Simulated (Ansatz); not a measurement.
Input

```
crystal:
  lattice:
    - [5.556395, 0.0, 0.0]
    - [0.0, 3.333597, 0.0]
    - [0.0, 0.0, 6.504995]
  atoms:
    - { symbol: Hf, position: [0.748682, 0.75, 0.607871] }
    - { symbol: Hf, position: [0.251318, 0.25, 0.392129] }
    - { symbol: Hf, position: [0.248682, 0.75, 0.892129] }
    - { symbol: Hf, position: [0.751318, 0.25, 0.107871] }
    - { symbol: O, position: [0.639499, 0.25, 0.4234] }
    - { symbol: O, position: [0.360501, 0.75, 0.5766] }
    - { symbol: O, position: [0.139499, 0.25, 0.0766] }
    - { symbol: O, position: [0.860501, 0.75, 0.9234] }
    - { symbol: O, position: [0.520794, 0.25, 0.841453] }
    - { symbol: O, position: [0.479206, 0.75, 0.158547] }
    - { symbol: O, position: [0.020794, 0.25, 0.658547] }
    - { symbol: O, position: [0.979206, 0.75, 0.341453] }
hamiltonian:
  xc: pbe
  pseudopotentials: { kind: paw }
kpoints:
  mp_grid: { grid: [5, 8, 4] }
scf:
  occupations: { method: gaussian, width: 0.013 }
output:
  forces: true
  stress: true
  eigenvalues: true
  write_density: true
  write_potential: true
  elf: true
  volumetric_format: npy
```

Launched as:

```sh
ansatz run input.yaml --threads 4 --pin off --max-ram 11264MiB --backend cpu --events-out ev --progress --plain --runs-dir out
```

Below, planes, directions and counts refer to the conventional cell (a = 5.56 Å, b = 3.33 Å, c = 6.50 Å, α = 90.00°, β = 90.00°, γ = 90.00°).

Space group Pnma; a structure from a database of computed crystals, not necessarily the ambient phase; computed pressure about 3 GPa in this cell.

Computed with Ansatz 0.2.0, Kohn-Sham DFT of a periodic cell, PBE, Ansatz PAW.

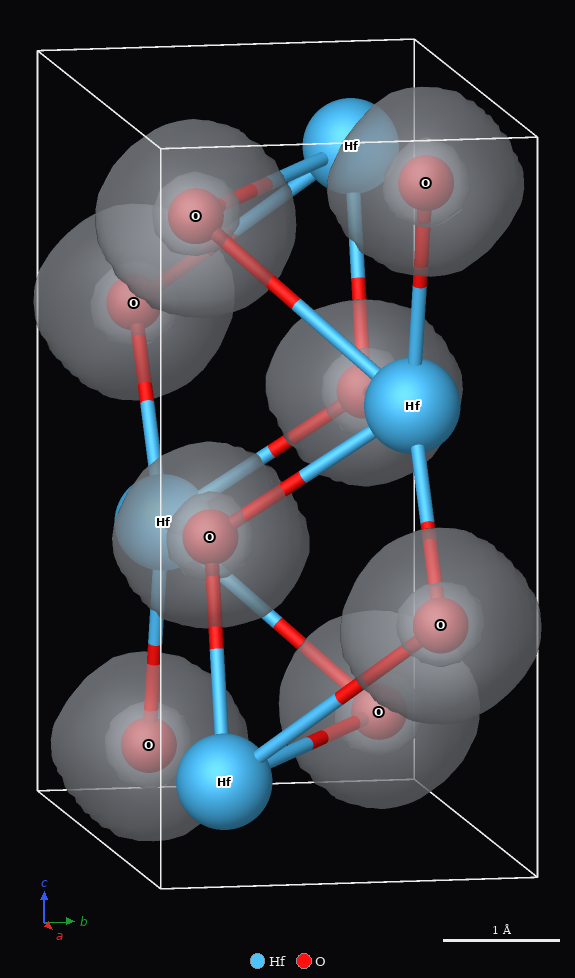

HfO2. Isosurface of the ELF at 0.7 (grey), seen slightly off an axis. Core shells and regions of very low density are left out. Sticks mark near contacts.

In a PAW calculation such maps are meaningful between the atoms, not at the nuclei.

Question: Where are the electrons localised?

Answer: The ELF exceeds this value in eight regions wrapped around O (the valence shell of each), counted in one cell of 12 atoms. Any copies at cell faces, edges or corners count once. Along the contacts the grid gives the following. Hf–O (2.14 Å): the ELF peaks at about 0.85 in the valence shell of O, 0.6 Å from its nucleus, and drops to about 0.20 between the two atoms: no localised pair shows between them. Hf–O (2.27 Å): the ELF peaks at about 0.85 in the valence shell of O, 0.6 Å from its nucleus, and drops to about 0.15 between the two atoms: no localised pair shows between them.

Question: Metal or insulator at this level of theory?

Answer: It is gapped, with a Kohn–Sham gap of 3.5 eV on the k-point mesh, an upper bound to the gap of this method.
